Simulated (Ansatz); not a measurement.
## Ti: single-point calculation

Ti (8 atoms in the cell), computed with DFT, LDA, paw_fr, spin-orbit coupling (Ansatz 0.2.0).

The structure derives from a Materials Project entry. Figures and captions count atoms from 1; the log counts them from 0 in places.

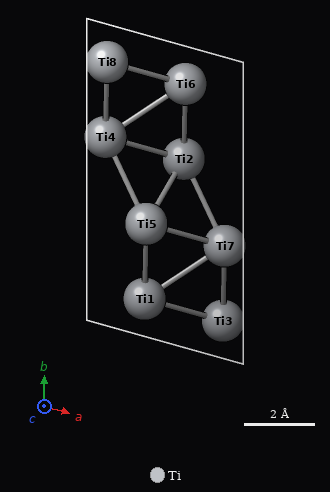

Fig. 1: The structure as given in the input (ball-and-stick view of the cell of the calculation, along the c axis; atoms are numbered from 1 in the order of the input). An atom can appear more than once, as a periodic image. Near neighbours in the periodic cell (some may lie outside the picture): Ti has 10 Ti at 2.68 to 2.88 Å.

## Key numbers

```json
{"quantity": "outcome", "value": "converged"}
{"quantity": "space group (tolerance 0.01 Å)", "value": "P2₁/m (11)"}
{"quantity": "electrons treated", "value": "96"}
{"quantity": "free energy", "value": "−19602.6998 eV"}
{"quantity": "Fermi energy", "value": "14.436 eV"}
{"quantity": "gap on the k-point mesh", "value": "none (metallic)"}
{"quantity": "net moment of the cell", "value": "0.00 μB"}
{"quantity": "integrated absolute moment", "value": "0.00 μB"}
{"quantity": "pressure", "value": "2.63 GPa"}
{"quantity": "largest force (length of the vector)", "value": "0.001 eV/Å"}
{"quantity": "hardware", "value": "8 threads of AMD EPYC (Zen 5), 32 GiB of memory available, shared host"}
{"quantity": "wall time", "value": "32 s (CPU time 4.2 min)"}
{"quantity": "peak memory", "value": "4.7 GiB"}
```

Settings chosen away from the usual ones: hamiltonian.pseudopotentials set to {"kind": "paw_fr"}; magnetization set to {"noncollinear": true, "spin_orbit": true}.

## Input
```yaml
crystal:
  lattice:
    - [5.5931589339, -6.54839e-05, -0.3383170107]
    - [-2.7966776928, 8.4051045005, 0.1659077364]
    - [-1.5571186139, -0.0010010495, 2.7669190929]
  atoms:
    - { symbol: Ti, position: [0.3695555482, 0.1250065877, 0.3040793364] }
    - { symbol: Ti, position: [0.6195555482, 0.6250065877, 0.3040793364] }
    - { symbol: Ti, position: [0.8695555482, 0.1250065877, 0.3040793364] }
    - { symbol: Ti, position: [0.1195555482, 0.6250065877, 0.3040793364] }
    - { symbol: Ti, position: [0.3804444518, 0.3749934123, 0.6959206636] }
    - { symbol: Ti, position: [0.6304444518, 0.8749934123, 0.6959206636] }
    - { symbol: Ti, position: [0.8804444518, 0.3749934123, 0.6959206636] }
    - { symbol: Ti, position: [0.1304444518, 0.8749934123, 0.6959206636] }
basis:
  ecutwfc: 420
kpoints:
  mp_grid: { grid: [7, 4, 13] }
hamiltonian:
  xc: lda
  pseudopotentials: { kind: paw_fr }
scf:
  occupations: { method: gaussian, width: 0.1 }
output:
  forces: true
  eigenvalues: true
  stress: true
magnetization:
  noncollinear: true
  spin_orbit: true
```

Command:
```bash
ansatz run input.yaml --threads 8 --pin off --max-ram 20480MiB --backend cpu --events-out ev --progress --plain --runs-dir out
```

## Log
```
Engine: ansatz 0.2.0, x86_64-unknown-linux-gnu
Pseudopotentials: kind: paw_fr
Pseudopotential: Ti, paw_fr, valence charge 12, recommended cutoff 420 eV (normal), Ti.paw.azcp#standard-fr
Functional definition: SPW92
  exchange = slater_x
  correlation = pw_c
non-collinear run that drives no moment, with spin-orbit: no starting moment large enough to seed its density (crystal.atoms[].spin), no starting occupations that ask for one, no magnetisation constraint and no magnetic field, so the semilocal B_xc is pinned to zero
Crystal: 8 atoms, lattice volume = 125.648 Å³
Basis set: ecut = 420 eV, 2473 PW (Γ)
Bands: 116, of which v1, the nominal top of the filled ones, is band 96 counted from 1 (95 counted from 0)
Symmetry: 8 space group operations + 8 with time reversal
Magnetic group: BNS 2.5 (UNI 5), of the structure as read, at distance tolerance 5.0e-5 Å
k-points: 183 of 364
Projection manifold: j_resolved (fully-relativistic pseudo-atomic orbitals)
Non-local potential: Ti, projectors of the file, l = 0: 3, l = 1: 4, l = 2: 6, l = 3: 2
PAW form: soft (Blöchl's): semilocal exchange-correlation on the pseudo side does not see the compensation charge
PAW frozen core: Ti, regenerated for the run's functional, and the local potential with it (the file was generated under x = pbe(κ = 0.804, μ = 0.2195149727645171), c = pbe(β = 0.06672455060314922))
PAW one-centre angular grid: Ti, 590 points (default); XC on 64 Gauss nodes
Initial density: superposition of atomic densities (chi_scale 0.1, normalization cell)
Initial wavefunctions: pseudopotential atomic-orbital guess
Functional: x = slater, c = lda
SCF iter   1: F=—  HF=-19604.092981 eV  |F-HF|=—  |Δ(HF+E_count)|=         —  Δρ=5.59e-2  dr2=3.97e0  dr2_m=0.00e0 (ungated)  ethr=3.10e-3  |M|=0.00e0 ∫|m|=0.00e0 μB  |m|>n=0.0e0 m-floor=0.0e0 τ_xc=0.0e0  β_m=0.30  ⟨swp⟩=5.6  Hψ=52761  notcnv=0
preconditioner: auto → Kerker (q_TF=auto, 2.609 Å⁻¹)  [metal: Δε(μ)=0.005 eV  Ē_g=2.760 eV  σ=0.100 eV  W_gap=0.03  n_scr=38 (ndim 8)  ℏωp=18.7 eV  f_vac=0.000  D(μ)=8.93/eV (n_scr^D=98)]
spin=Noncollinear: Kerker preconditioning applied to the charge; magnetization (m_x, m_y, m_z) channels mix plain (no charge-response kernel on spin).
SCF iter   2: F=—  HF=-19603.180230 eV  |F-HF|=—  |Δ(HF+E_count)|=   9.13e-1  Δρ=3.39e-2  dr2=1.52e0  dr2_m=0.00e0 (ungated)  ethr=3.10e-3  |M|=0.00e0 ∫|m|=0.00e0 μB  |m|>n=0.0e0 m-floor=0.0e0 τ_xc=0.0e0  β_m=0.51  ⟨swp⟩=2.0  Hψ=15274  notcnv=0  defer=1638
SCF iter   3: F=—  HF=-19602.698677 eV  |F-HF|=—  |Δ(HF+E_count)|=   4.82e-1  Δρ=7.10e-3  dr2=4.18e-2  dr2_m=0.00e0 (ungated)  ethr=1.59e-3  |M|=0.00e0 ∫|m|=0.00e0 μB  |m|>n=0.0e0 m-floor=0.0e0 τ_xc=0.0e0  β_m=0.76  ⟨swp⟩=3.2  Hψ=19203  notcnv=0  defer=1638
SCF iter   4: F=—  HF=-19602.700381 eV  |F-HF|=—  |Δ(HF+E_count)|=   1.70e-3  Δρ=1.33e-3  dr2=2.19e-3  dr2_m=0.00e0 (ungated)  ethr=4.35e-5  |M|=0.00e0 ∫|m|=0.00e0 μB  |m|>n=0.0e0 m-floor=0.0e0 τ_xc=0.0e0  β_m=0.86  ⟨swp⟩=3.1  Hψ=21572  notcnv=0  defer=1544
SCF iter   5: F=—  HF=-19602.699783 eV  |F-HF|=—  |Δ(HF+E_count)|=   5.98e-4  Δρ=3.38e-4  dr2=1.51e-4  dr2_m=0.00e0 (ungated)  ethr=2.29e-6  |M|=0.00e0 ∫|m|=0.00e0 μB  |m|>n=0.0e0 m-floor=0.0e0 τ_xc=0.0e0  β_m=0.93  ⟨swp⟩=3.0  Hψ=19712  notcnv=0  defer=1544
SCF iter   6: F=—  HF=-19602.699744 eV  |F-HF|=—  |Δ(HF+E_count)|=   3.96e-5  Δρ=7.56e-5  dr2=5.46e-6  dr2_m=0.00e0 (ungated)  ethr=1.58e-7  |M|=0.00e0 ∫|m|=0.00e0 μB  |m|>n=0.0e0 m-floor=0.0e0 τ_xc=0.0e0  β_m=0.94  ⟨swp⟩=3.0  Hψ=20022  notcnv=0  defer=1544
SCF iter   7: F=—  HF=-19602.699792 eV  |F-HF|=—  |Δ(HF+E_count)|=   4.79e-5  Δρ=1.86e-5  dr2=2.94e-7  dr2_m=0.00e0 (ungated)  ethr=5.69e-9  |M|=0.00e0 ∫|m|=0.00e0 μB  |m|>n=0.0e0 m-floor=0.0e0 τ_xc=0.0e0  β_m=0.95  ⟨swp⟩=3.0  Hψ=19580  notcnv=0  defer=1542
SCF iter   8: F=-19602.699791 eV  HF=-19602.699791 eV  |F-HF|=1.20e-8  |Δ(HF+E_count)|=   1.24e-7  Δρ=3.99e-6  dr2=2.00e-8  dr2_m=0.00e0 (ungated)  ethr=1.04e-10  |M|=0.00e0 ∫|m|=0.00e0 μB  |m|>n=0.0e0 m-floor=0.0e0 τ_xc=0.0e0  ⟨swp⟩=9.9  Hψ=40692  notcnv=0
SCF 1 converged in 8 iterations: F = -19602.699791 eV  dr2 = 2.00e-8
  greatest PAW one-centre occupation: 0.999 electrons in one spin orbital (limit 2), on the Ti atom at site 7 (counted from 0), in its partial waves of l = 0
SCF converged after 8 iterations
Magnetization: |M| = 0.0000 μB,  M = (+0.0000, +0.0000, +0.0000) μB
Absolute magnetization: 0.0000 μB (∫|m|)
  site 0: m = (+0.0000, +0.0000, +0.0000) μB, |m| = 0.0000 μB  (R = 1.11 Å)
  site 1: m = (+0.0000, +0.0000, +0.0000) μB, |m| = 0.0000 μB  (R = 1.11 Å)
  site 2: m = (+0.0000, +0.0000, +0.0000) μB, |m| = 0.0000 μB  (R = 1.11 Å)
  site 3: m = (+0.0000, +0.0000, +0.0000) μB, |m| = 0.0000 μB  (R = 1.11 Å)
  site 4: m = (+0.0000, +0.0000, +0.0000) μB, |m| = 0.0000 μB  (R = 1.11 Å)
  site 5: m = (+0.0000, +0.0000, +0.0000) μB, |m| = 0.0000 μB  (R = 1.11 Å)
  site 6: m = (+0.0000, +0.0000, +0.0000) μB, |m| = 0.0000 μB  (R = 1.11 Å)
  site 7: m = (+0.0000, +0.0000, +0.0000) μB, |m| = 0.0000 μB  (R = 1.11 Å)
Free energy (F): -19602.699791 eV
Harris-Foulkes:  -19602.699791 eV  (|F-HF|=1.20e-8)
Internal energy: -19602.649642 eV  (E = F + TS)
E sigma→0 (E₀):  -19602.674717 eV
Entropy (-TS):   -0.050149 eV (-6.269 meV/atom)
Fermi energy:    14.435778 eV
--- Per-component energies (eV) ---
  E_band       = -1100.848569
  E_kinetic    = 2200.813373
  E_local      = -6125.005066  (includes V_loc(G=0)·N_el)
  E_nonlocal   = 100.311377
  E_hartree    = 2542.448940
  E_xc         = -779.338242
  E_vxc        = -981.064727  (∫ρ·V_xc dr)
  E_paw        = -7996.980896  (= ΣΔE_a)
  E_vpaw       = -1380.791029  (= ΣTr[D̂ρ^β])
  E_aug_tail   = 0.000806  (compensation charges beyond the density's cutoff)
  E_ewald      = -9547.515709
  E_core_change = 2.615775  (= ΣΔE_core)
  E_smearing   = -0.050149  (= −TS)
  E_closure    = -0.000000  (closes the sum)
  Σ components = -19602.699791   (vs F -19602.699791, Δ=0.00e0)
--- Forces (eV/Å), atoms counted from 1 ---
  atom   1  Ti    -0.00071231     0.00006800    -0.00047601
  atom   2  Ti    -0.00071231     0.00006800    -0.00047601
  atom   3  Ti    -0.00071231     0.00006800    -0.00047601
  atom   4  Ti    -0.00071231     0.00006800    -0.00047601
  atom   5  Ti     0.00071231    -0.00006800     0.00047601
  atom   6  Ti     0.00071231    -0.00006800     0.00047601
  atom   7  Ti     0.00071231    -0.00006800     0.00047601
  atom   8  Ti     0.00071231    -0.00006800     0.00047601
  max |Σ_I F_I| component: 1.08e-19 eV/Å
--- Stress (GPa, compression-positive) ---
        3.766871      -0.007668      -0.250727
       -0.007668       4.133726      -0.002562
       -0.250727      -0.002563      -0.021455
  P = ⅓ Tr σ = 2.6264 GPa (26.264 kbar)
--- Band table (eV; the first three rows and the last of 183) ---
  k-point 0: bands = ["-41.3817", "-41.3817", "-41.2405", "-41.2405", "-41.2404", "-41.2404", "-41.1711", "-41.1711", "-41.1711", "-41.1711", "-41.0962", "-41.0962", "-41.0773", "-41.0773", "-41.0773", "-41.0773", "-18.6015", "-18.6015", "-18.4766", "-18.4766", "-18.4766", "-18.4766", "-18.3682", "-18.3682", "-18.3682", "-18.3682", "-18.1655", "-18.1655", "-18.1653", "-18.1653", "-17.8420", "-17.8420", "-17.8007", "-17.8007", "-17.8007", "-17.8007", "-17.7621", "-17.7621", "-17.7414", "-17.7414", "-17.7414", "-17.7414", "-17.6037", "-17.6037", "-17.6037", "-17.6037", "-17.5225", "-17.5225", "-17.5225", "-17.5225", "-17.3839", "-17.3839", "-17.3644", "-17.3644", "-17.3644", "-17.3644", "-17.2876", "-17.2876", "-17.2873", "-17.2873", "-17.1821", "-17.1821", "-17.1391", "-17.1391", "8.4209", "8.4209", "10.6403", "10.6403", "10.6404", "10.6404", "11.7206", "11.7206", "11.8250", "11.8250", "11.8250", "11.8250", "12.2723", "12.2723", "12.2723", "12.2723", "13.2375", "13.2375", "13.2375", "13.2375", "14.0620", "14.0620", "14.0620", "14.0620", "14.1651", "14.1651", "14.2960", "14.2960", "14.2960", "14.2960", "14.4697", "14.4697", "14.4702", "14.4702", "15.2706", "15.2706", "15.2978", "15.2978", "15.2986", "15.2986", "15.6089", "15.6089", "15.9062", "15.9062", "15.9065", "15.9065", "16.0566", "16.0566", "16.6321", "16.6321", "16.7082", "16.7082"]
  k-point 1: bands = ["-41.3742", "-41.3742", "-41.2369", "-41.2369", "-41.2366", "-41.2366", "-41.1721", "-41.1721", "-41.1720", "-41.1720", "-41.0964", "-41.0964", "-41.0802", "-41.0802", "-41.0801", "-41.0801", "-18.5881", "-18.5881", "-18.4697", "-18.4697", "-18.4695", "-18.4695", "-18.3641", "-18.3641", "-18.3641", "-18.3641", "-18.1822", "-18.1822", "-18.1800", "-18.1800", "-17.8604", "-17.8604", "-17.8246", "-17.8246", "-17.8241", "-17.8241", "-17.7704", "-17.7704", "-17.7096", "-17.7096", "-17.7090", "-17.7090", "-17.6071", "-17.6071", "-17.6067", "-17.6067", "-17.5328", "-17.5328", "-17.5261", "-17.5261", "-17.3950", "-17.3950", "-17.3616", "-17.3616", "-17.3612", "-17.3612", "-17.2928", "-17.2928", "-17.2883", "-17.2883", "-17.2029", "-17.2029", "-17.1489", "-17.1489", "8.5763", "8.5763", "10.7651", "10.7651", "10.7663", "10.7663", "11.8344", "11.8344", "11.9065", "11.9065", "11.9066", "11.9066", "12.3775", "12.3775", "12.3778", "12.3778", "13.2276", "13.2276", "13.2278", "13.2278", "13.9819", "13.9819", "13.9824", "13.9824", "14.1144", "14.1144", "14.3074", "14.3074", "14.3091", "14.3091", "14.3779", "14.3779", "14.3801", "14.3801", "15.2061", "15.2061", "15.2300", "15.2300", "15.2331", "15.2331", "15.5661", "15.5661", "15.9570", "15.9570", "15.9610", "15.9610", "16.1483", "16.1483", "16.4901", "16.4901", "16.5280", "16.5280"]
  k-point 2: bands = ["-41.3529", "-41.3529", "-41.2266", "-41.2266", "-41.2262", "-41.2262", "-41.1748", "-41.1748", "-41.1747", "-41.1747", "-41.0977", "-41.0977", "-41.0883", "-41.0883", "-41.0882", "-41.0882", "-18.5509", "-18.5509", "-18.4553", "-18.4553", "-18.4549", "-18.4549", "-18.3553", "-18.3553", "-18.3552", "-18.3552", "-18.2282", "-18.2282", "-18.2247", "-18.2247", "-17.9146", "-17.9146", "-17.8471", "-17.8471", "-17.8468", "-17.8468", "-17.7932", "-17.7932", "-17.6709", "-17.6709", "-17.6705", "-17.6705", "-17.5983", "-17.5983", "-17.5980", "-17.5980", "-17.5546", "-17.5546", "-17.5437", "-17.5437", "-17.4229", "-17.4229", "-17.3550", "-17.3550", "-17.3543", "-17.3543", "-17.2997", "-17.2997", "-17.2924", "-17.2924", "-17.2638", "-17.2638", "-17.1719", "-17.1719", "9.0260", "9.0260", "11.1025", "11.1025", "11.1049", "11.1049", "12.1361", "12.1361", "12.1361", "12.1361", "12.1435", "12.1435", "12.6719", "12.6719", "12.6722", "12.6722", "13.1053", "13.1053", "13.1054", "13.1054", "13.8235", "13.8235", "13.8248", "13.8248", "13.9515", "13.9515", "14.1581", "14.1581", "14.1609", "14.1609", "14.3785", "14.3785", "14.3810", "14.3810", "14.9233", "14.9233", "15.1243", "15.1243", "15.1304", "15.1304", "15.4657", "15.4657", "15.8789", "15.8789", "16.0588", "16.0588", "16.0670", "16.0670", "16.2543", "16.2543", "16.3737", "16.3737"]
  k-point 182: bands = ["-41.3271", "-41.3271", "-41.2254", "-41.2254", "-41.2180", "-41.2180", "-41.2121", "-41.2121", "-41.1983", "-41.1983", "-41.0979", "-41.0979", "-41.0904", "-41.0904", "-41.0812", "-41.0812", "-18.5325", "-18.5325", "-18.4424", "-18.4424", "-18.4343", "-18.4343", "-18.2511", "-18.2511", "-18.2430", "-18.2430", "-18.2327", "-18.2327", "-18.2183", "-18.2183", "-17.9819", "-17.9819", "-17.8221", "-17.8221", "-17.8098", "-17.8098", "-17.7982", "-17.7982", "-17.6249", "-17.6249", "-17.6188", "-17.6188", "-17.6101", "-17.6101", "-17.5682", "-17.5682", "-17.5478", "-17.5478", "-17.5419", "-17.5419", "-17.4995", "-17.4995", "-17.3861", "-17.3861", "-17.3556", "-17.3556", "-17.3314", "-17.3314", "-17.3217", "-17.3217", "-17.3102", "-17.3102", "-17.1949", "-17.1949", "9.5290", "9.5290", "11.3378", "11.3378", "11.4780", "11.4780", "11.5499", "11.5499", "11.5657", "11.5657", "12.3686", "12.3686", "12.7854", "12.7854", "12.8004", "12.8004", "13.1085", "13.1085", "13.1651", "13.1651", "14.1286", "14.1286", "14.1433", "14.1433", "14.4111", "14.4111", "14.4227", "14.4227", "14.4989", "14.4989", "14.5166", "14.5166", "14.6008", "14.6008", "14.6137", "14.6137", "14.9832", "14.9832", "15.2018", "15.2018", "15.2599", "15.2599", "15.3425", "15.3425", "15.6491", "15.6491", "15.7628", "15.7628", "16.0383", "16.0383", "16.1068", "16.1068"]
```

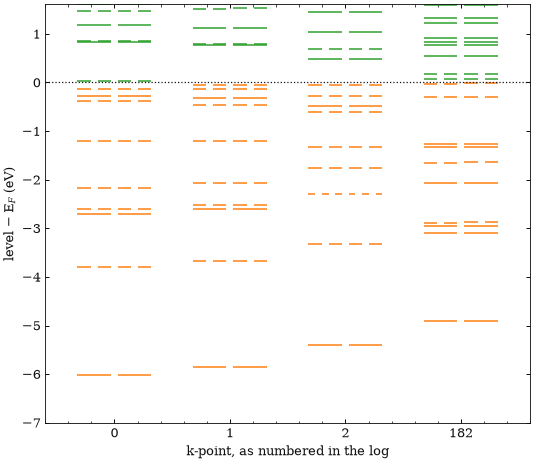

Fig. 2: Kohn–Sham levels near the Fermi level (dotted) at the few k-points that the log prints; levels within 0.02 eV of each other stand side by side. The system is metallic on the full mesh.
